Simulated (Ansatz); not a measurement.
**A Fermi-surface study of AlRu in space group Pm-3m**

Input

```yaml
crystal:
  lattice:
    - [2.9916, 0.0, 0.0]
    - [0.0, 2.9916, 0.0]
    - [0.0, 0.0, 2.9916]
  atoms:
    - { symbol: Al, position: [0.0, 0.0, 0.0] }
    - { symbol: Ru, position: [0.5, 0.5, 0.5] }
basis:
  ecutwfc: 420
kpoints:
  mp_grid: { grid: [14, 14, 14] }
hamiltonian:
  xc: lda
scf:
  occupations: { method: gaussian, width: 0.05 }
output:
  forces: true
  eigenvalues: true
  eigenstates:
    nscf_kmesh: { grid: [34, 34, 34] }
    top_band: c6
    de_dk: true
    localisation: true
  stress: true
checkpoint:
  write: ck
  compress: false
  write_wavefunctions: false
  write_every: 100000
```

Command:

```sh
ansatz run input.yaml --threads 2 --pin off --max-ram 5120MiB --backend cpu --events-out ev --progress --plain --runs-dir out
```

These are results of DFT LDA, scalar-relativistic, plane waves, PAW; levels and slopes on a dense k mesh at the converged density (Ansatz 0.2.0), not measurements. No spin polarisation. k mesh for the levels: 34×34×34. The geometry was not relaxed (residual pressure −8 GPa).

## 1. The sheets

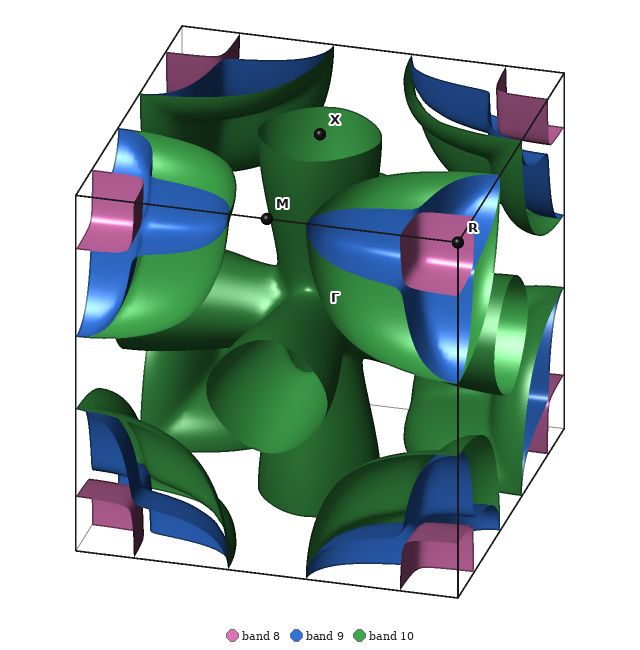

Computed Fermi surface of this crystal. Each colour is one band. The brighter face of a sheet looks towards empty states.

Q: Describe the Fermi surface sheet by sheet.

A: Three bands cross the Fermi level; this is a three-dimensional metal.

Band 8: one hole pocket centred at R (2.5 % of the zone) and one hole pocket centred at Γ (0.29 % of the zone).
Band 9: one hole pocket centred at R (11 % of the zone) and one hole pocket centred at Γ (0.40 % of the zone).
Band 10: one hole pocket centred at R (22 % of the zone) and an open network that joins neighbouring zones in all directions (the band is filled at M and empty at Γ, R and X).
A pocket cut by a face of the zone is counted once with the part on the opposite face.

Q: What does the calculation give for N(E_F) and the Drude plasma frequency?

A: The density of states at the Fermi level is 1.6 states/eV per primitive cell. The intraband plasma frequency is 7.7 eV in all directions.

## 2. Speeds

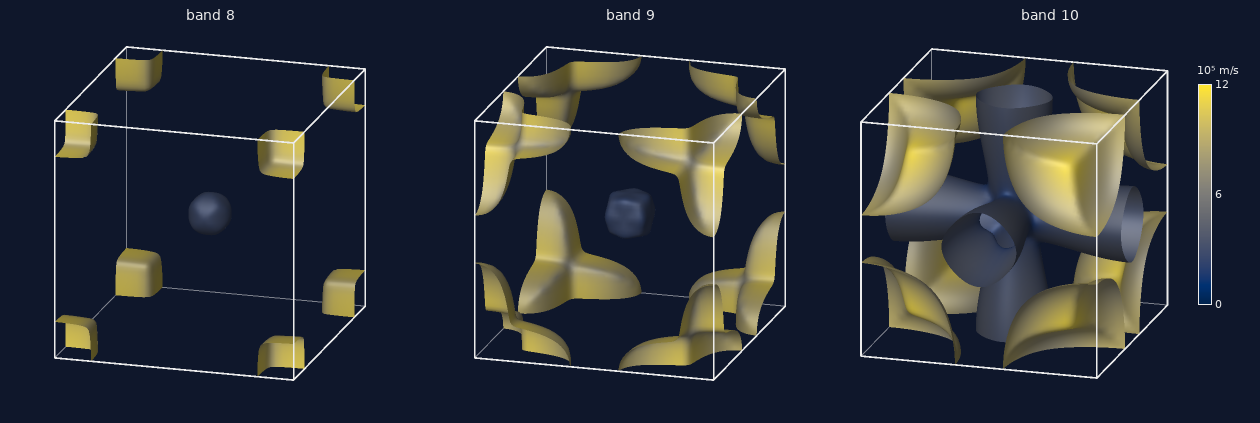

Fermi surface of this crystal, coloured by the Fermi speed.

Q: How fast are the electrons on each sheet?

A: Band 8: 3.0 to 11 × 10⁵ m/s over most of the sheet, 6.8 × 10⁵ m/s on average over states. Band 9: 2.7 to 10 × 10⁵ m/s over most of the sheet, 7.3 × 10⁵ m/s on average over states. Band 10: 2.7 to 11 × 10⁵ m/s over most of the sheet, 4.9 × 10⁵ m/s on average over states.

Q: Which of these bands adds most to the density of states at the Fermi level?

A: Band 10, with 1.2 of 1.6 states/eV per cell.

## 3. Cuts and bands

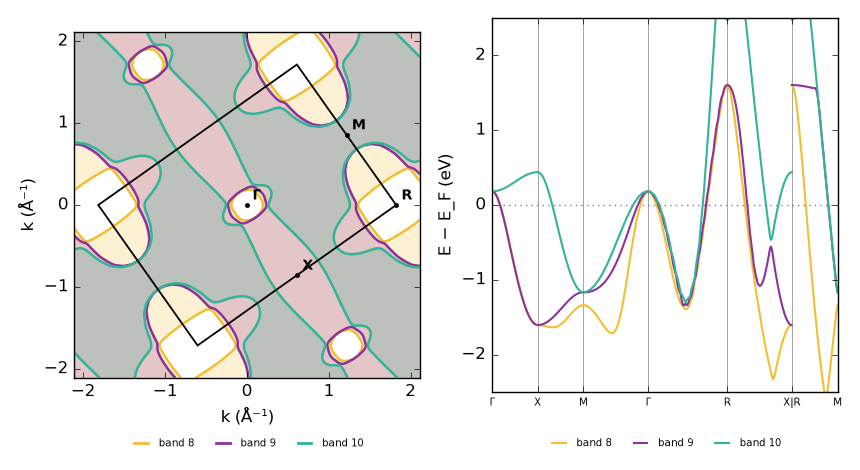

This crystal: cut through the Fermi surface in the plane through Γ, R and M, filled states shaded, and the bands that cross the Fermi level.

Q: Give each band's level at the labelled points, in eV from the Fermi level.

A:
```json
{"band": "band 8", "Γ": "+0.18", "R": "+1.60", "M": "−1.34", "X": "−1.60"}
{"band": "band 9", "Γ": "+0.18", "R": "+1.60", "M": "−1.17", "X": "−1.60"}
{"band": "band 10", "Γ": "+0.18", "R": "+2.48", "M": "−1.17", "X": "+0.44"}
```

Negative values are filled states.

Spin-orbit coupling is left out; with Ru it can split, shift or remove sheets. Necks and pockets thinner than about two mesh steps aren't resolved, so separate pockets may in truth be joined.

Time for the whole run: 8.1 s on 2 threads of Intel(R) Xeon(R) 6975P-C (Granite Rapids), with other jobs on the host, peak memory 0.53 GiB.
